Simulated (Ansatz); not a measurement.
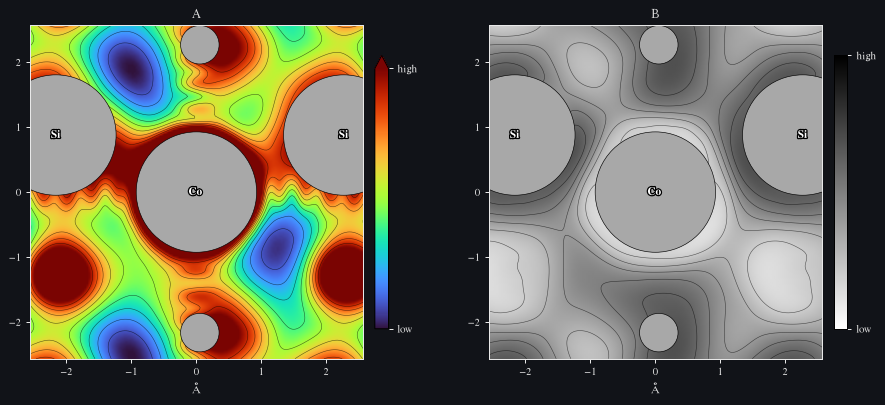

CoSi: 2 fields on the (010) plane of the conventional cell, with unlabelled colour scales. Grey discs cover the atomic cores.

Space group P2₁3; computed pressure about −7 GPa in this cell; computed without spin polarisation.

Theory: Ansatz 0.2.0, DFT r2SCAN, scalar-relativistic, plane waves, PAW.

**Which field does each panel show? The fields are: electron localisation function and valence pseudo-density.**

Panel A: valence pseudo-density. Panel B: electron localisation function. From the grid: Co–Si (2.34 Å): ρ is about 0.47 e/Å³ halfway; the ELF peaks at about 0.65 in the valence shell of Si, 0.9 Å from its nucleus, and is about 0.45 at the midpoint. Co–Si (2.43 Å): ρ at the midpoint is about 0.41 e/Å³; the ELF peaks at about 0.70 in the valence shell of Si, 0.9 Å from its nucleus, and is about 0.50 at the midpoint.
